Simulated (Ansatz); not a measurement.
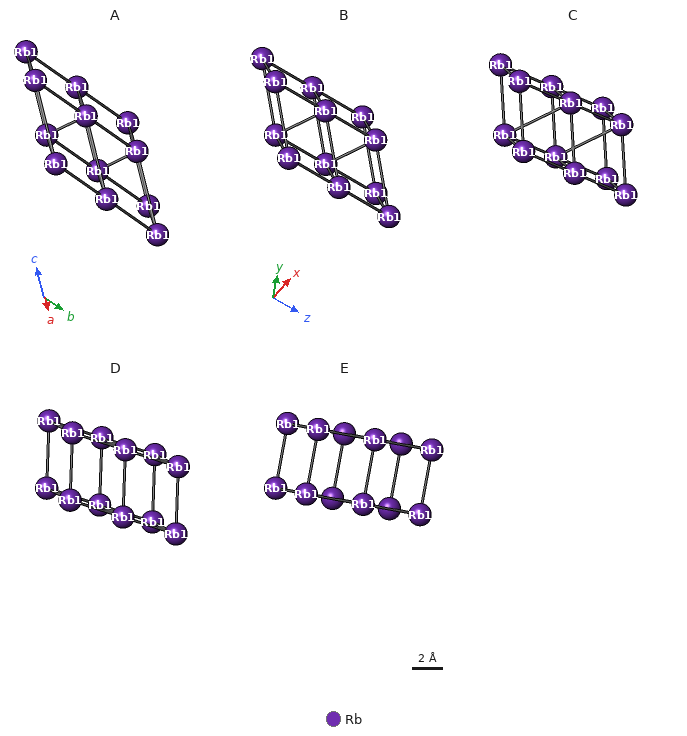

Frames of a one-coordinate scan of a crystal of Rb (Im-3m). x, y and z are the Cartesian axes of the input. Style: ball-and-stick. Shown: the cell of the calculation, repeated 1 × 2 × 1 with one cell outlined, slightly off an axis.

These are results of DFT PBE, scalar-relativistic, plane waves, PAW (Ansatz), not measurements. (plane-wave cutoff 420 eV; k-point mesh 14 × 14 × 14; occupations gaussian; smearing width 0.15 eV; no spin polarisation). Energies (free energies at the smearing named) are counted from the cell as listed in its source, which wasn't relaxed.

Q: Which coordinate changes from frame to frame?

A: The ratio of the cell's length along [111] to its lengths across, counted as 1 for the reference, is changed at fixed volume (a trigonal path), with the atoms kept at their fractional coordinates. In the frames the relative ratio is 0.50 (A), 0.71 (B), 1.08 (C), 1.41 (D), 2.00 (E). Their energies are 762 meV/atom, 128 meV/atom, 4 meV/atom, 56 meV/atom, 103 meV/atom.
